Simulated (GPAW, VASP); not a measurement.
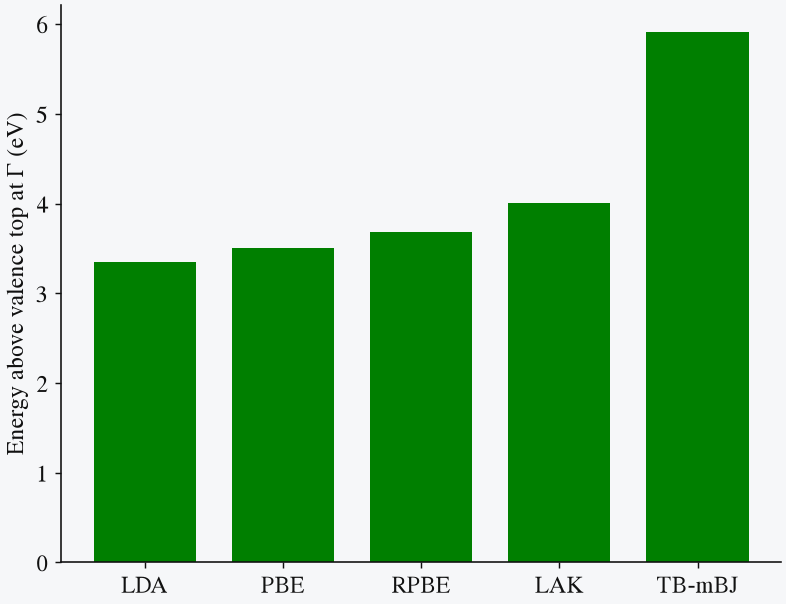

Lowest conduction level at Γ, counted from the valence-band top at Γ, by several methods on one cell of Al2O3, space group Pnnm (No. 58), 10 atoms in the cell; a = 4.61 Å, b = 9.56 Å, c = 3.12 Å, α = 90.00°, β = 90.00°, γ = 90.00°. All runs are without spin-orbit coupling and carry no moments.

Question: How do the methods rank at Γ?

Answer: From low to high: LDA 3.35, PBE 3.51, RPBE 3.68, LAK 4.01, TB-mBJ 5.92 eV.

```csv
method,program,Γ (eV)
LDA,VASP,3.35
PBE,VASP,3.51
RPBE,VASP,3.68
LAK,VASP,4.01
TB-mBJ,GPAW,5.92
```

Settings. LDA: VASP PAW LDA potentials, release 64 (Al, O), 6×4×10 k mesh, 520 eV cutoff, Gaussian smearing of 0.02 eV (VASP). PBE: VASP PAW PBE potentials, release 64 (Al, O), 6×3×9 k mesh, 520 eV cutoff, Fermi-Dirac smearing of 0.05 eV (VASP). RPBE: VASP PAW PBE potentials, release 64 (Al, O), 5×3×7 k mesh, 520 eV cutoff, Fermi-Dirac smearing of 0.05 eV (VASP). LAK: VASP PAW PBE potentials, release 64 (Al, O), 6×3×9 k mesh, 520 eV cutoff, Fermi-Dirac smearing of 0.05 eV (VASP 6.6.1). TB-mBJ: GPAW PAW data sets for LDA (gpaw-data 1.2.1), 4×2×6 k mesh, 800 eV cutoff, Fermi-Dirac smearing of 0.05 eV (GPAW 26.7.0).

These are five of the 12 methods that were run on this cell. The runs come from different programs and meshes, which adds differences of its own. The usual form of Al2O3 is corundum. LDA, GGA and most meta-GGA functionals understate gaps. RPBE, LAK and TB-mBJ: the PAW data sets were made with another functional. TB-mBJ: this is a model potential built to give gaps, with no total energy.
